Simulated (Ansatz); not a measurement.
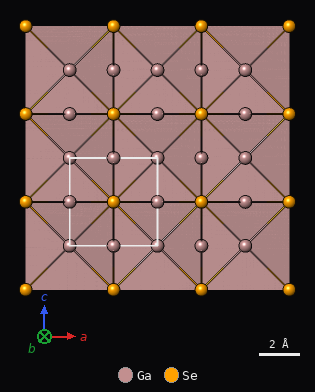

Starting structure of a crystal of Ga$_{3}$Se (a generated structure, set up in Pm-3m). The picture is a polyhedral view of the cell of the calculation, repeated 2 × 1 × 2 with one cell outlined, seen along the b axis.

Theory: Ansatz, DFT PBE, scalar-relativistic, plane waves, PAW.

Input file:
```yaml
crystal:
  lattice:
    - [4.4387639942, 0.0, 0.0]
    - [0.0, 4.4387639942, 0.0]
    - [0.0, 0.0, 4.4387639942]
  atoms:
    - { symbol: Ga, position: [0.5, 0.0, 0.0] }
    - { symbol: Ga, position: [0.0, 0.5, 0.0] }
    - { symbol: Ga, position: [0.0, 0.0, 0.5] }
    - { symbol: Se, position: [0.5, 0.5, 0.5] }
basis:
  ecutwfc: 420
kpoints:
  mp_grid: { grid: [10, 10, 10] }
hamiltonian:
  xc: pbe
scf:
  occupations: { method: gaussian, width: 0.1 }
output:
  forces: true
  stress: true
  eigenvalues: true
  write_density: true
  write_potential: true
  elf: true
  volumetric_format: npy
relax:
  adjacent_minimum: "off"
  f_tol: 0.01
  max_steps: 80
  cell: { stress_tol: 0.05 }
```

Launched with:
```bash
ansatz run input.yaml --threads 1 --pin off --max-ram 2560MiB --backend cpu --events-out ev --progress --plain --runs-dir out
```

Where does the relaxation end?

After 2 accepted moves (3 points after the start) the energy has fallen by 1.1 meV per atom. All forces vanish by symmetry, so only the cell relaxes. The pressure goes from −0.76 to 0.01 GPa. At 1 point the geometry stayed and the basis and grid were re-selected for the new cell (energy shift of 0.1 meV per atom at most each time). No atom moves by more than 0.005 Å relative to the cell. The volume changes by −2.0 %, with a = b = c 4.439 → 4.408 Å (−0.7 %). Among the contacts that change: Ga1–Se4 3.139 → 3.117 Å. The space group stays Pm-3m (No. 221).

Step by step:

| step | E − E(0), meV/atom | pressure, GPa | volume, Å³/atom | note |
| --- | --- | --- | --- | --- |
| 0 | 0.00 | -0.76 | 21.864 |  |
| 1 | -1.12 | -0.09 | 21.471 |  |
| 2 | -1.15 | 0.00 | 21.418 |  |
| 3 | -1.06 | 0.01 | 21.418 | same geometry, new basis |

The structure at the end:

```xyz
4
Lattice="4.4084 0.0000 0.0000 0.0000 4.4084 0.0000 0.0000 0.0000 4.4084" Properties=species:S:1:pos:R:3 pbc="T T T"
Ga    2.2042    0.0000    0.0000
Ga    0.0000    2.2042    0.0000
Ga    0.0000    0.0000    2.2042
Se    2.2042    2.2042    2.2042
```
